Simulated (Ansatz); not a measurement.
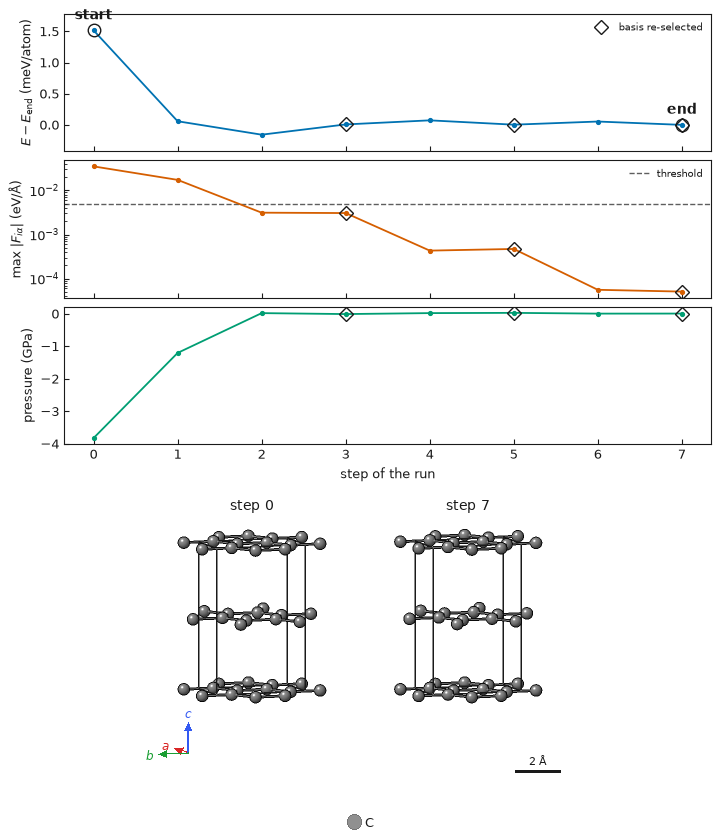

First and last geometry of a relaxation of solid C (set up in Fmmm), with the history of the run. Style: ball-and-stick. Shown: the conventional cell (4 times the calculation's cell), from a free direction. Lengths and directions refer to the drawn axes.

Method: DFT LDA, scalar-relativistic, plane waves, PAW in Ansatz 0.2.0.

Input file:
```yaml
crystal:
  lattice:
    - [0.0, 2.127, 3.348]
    - [1.228, 0.0, 3.348]
    - [1.228, 2.127, 0.0]
  atoms:
    - { symbol: C, position: [0.16667, 0.83333, 0.16667] }
    - { symbol: C, position: [0.83333, 0.16667, 0.83333] }
basis:
  ecutwfc: 420
kpoints:
  mp_grid: { grid: [14, 14, 14] }
hamiltonian:
  xc: lda
scf:
  occupations: { method: gaussian, width: 0.02 }
output:
  forces: true
  stress: true
  eigenvalues: true
  write_density: true
  write_potential: true
  elf: true
  volumetric_format: npy
relax:
  adjacent_minimum: "off"
  f_tol: 0.005
  max_steps: 80
  cell: { stress_tol: 0.05 }
```

Launched with:
```bash
ansatz run input.yaml --threads 1 --pin off --max-ram 2560MiB --backend cpu --events-out ev --progress --plain --runs-dir out
```

**What do the curves and the structures tell?**

It converged. The energy falls by 1.5 meV per atom in 4 accepted moves (7 points after the start). Largest force component: 0.035 eV/Å at the start, under 0.0001 eV/Å at the end. The pressure goes from −3.82 to 0.01 GPa. At 3 points the geometry stayed and the basis and grid were re-selected for the new cell (energy shift of 0.2 meV per atom at most each time). The atoms keep their places relative to the cell (all moves are under 0.005 Å). Cell: a 2.456 → 2.445 Å (−0.5 %), b 4.254 → 4.234 Å (−0.5 %), c 6.696 → 6.737 Å (+0.6 %). Volume −0.3 %. Among the contacts that change: C1–C2 1.418 → 1.412 Å. The space group stays Fmmm (No. 69).

Limits of the set-up: layers or molecules are held without a dispersion correction, so their spacing is unreliable.
